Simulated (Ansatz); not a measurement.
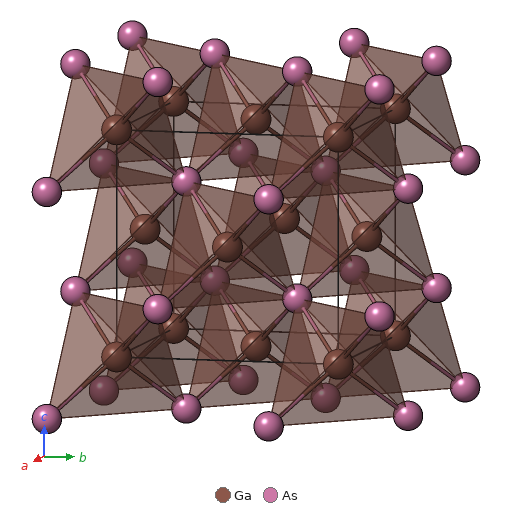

System: GaAs, space group F-43m (No. 216). The picture shows the conventional cell.

Input of the run:
```
crystal:
  lattice:
    - [0.0, 2.5843782859, 2.5843782859]
    - [2.5843782859, 0.0, 2.5843782859]
    - [2.5843782859, 2.5843782859, 0.0]
  atoms:
    - { symbol: Ga, position: [0.0, 0.0, 0.0] }
    - { symbol: As, position: [0.75, 0.75, 0.75] }
basis:
  ecutwfc: 420
kpoints:
  mp_grid: { grid: [12, 12, 12] }
hamiltonian:
  xc: pbe
scf:
  occupations: { method: fixed }
output:
  eigenvalues: true
phonons:
  method: dfpt
  dielectric: true
  rigid_motions: translations
  eigenvectors: true
```

Run as:
```bash
ansatz run input.yaml --threads 1 --pin off --max-ram 3072MiB --backend cpu --events-out ev --progress --plain --runs-dir out
```

How it was computed, with Ansatz 0.2.0: optical phonons of an insulator on the approach to the zone centre along x, y and z with the field of polar modes, imaginary frequencies are negative, field response on a mesh refined by the program; plane waves with PAW datasets. Level: PBE, no spin polarisation.

wave cutoff 420 eV; k mesh 12×12×12; occupations fixed; pressure 40 GPa.

Describe the result: the polar optical modes, transverse and longitudinal, approaching the zone centre along x.

The transverse (TO, twofold) lines lie at 365.8 and the longitudinal (LO) ones at 379.5 cm⁻¹, the same along x, y and z by the cubic symmetry.

| at | frequency (cm⁻¹) | degeneracy | dipole strength ((D/Å)²/amu) |
| --- | --- | --- | --- |
| x | 365.8 | 2 | 3.52 |
| x | 379.5 | 1 | 1.76 |

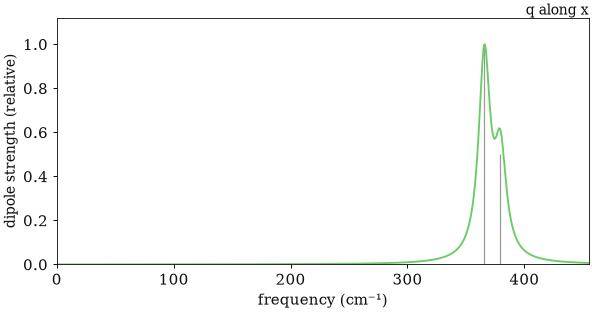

Lines are broadened by Lorentzians of 12 cm⁻¹ full width; the spectrum is scaled to its strongest line.

Note: field response not converged on the k mesh; gap may have closed between mesh points.
